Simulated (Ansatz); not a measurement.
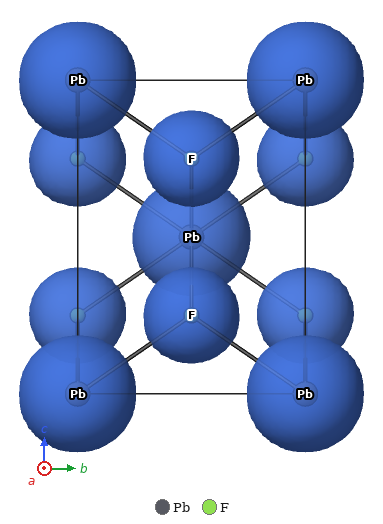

Figure 1: PbF₂. Isosurface of the valence pseudo-density at 0.4 e/Å³ (blue), seen along the a axis. Sticks mark near contacts.

Space group Immm; changed on purpose from its base cell (strain +0.0525 x Voigt [0, 0, 0, 1, 0, 0], atoms carried along).

All numbers below come from Ansatz 0.2.0, DFT r2SCAN, scalar-relativistic, plane waves, PAW.

Core electrons are frozen (PAW), and the valence fields are smoothed inside the atomic spheres.

What does this surface tell about the bonding?

At this value the density breaks into separate islands; it holds about 85 % of the electrons treated as valence (semicore included). It bridges none of the near contacts. It is pinched off along the sampled Pb–F (2.53 Å) and Pb–F (2.62 Å) contacts. On the grid the lowest density along these lines, outside the cores, is 0.24 e/Å³ (Pb–F, 2.53 Å) and 0.2 e/Å³ (Pb–F, 2.62 Å).
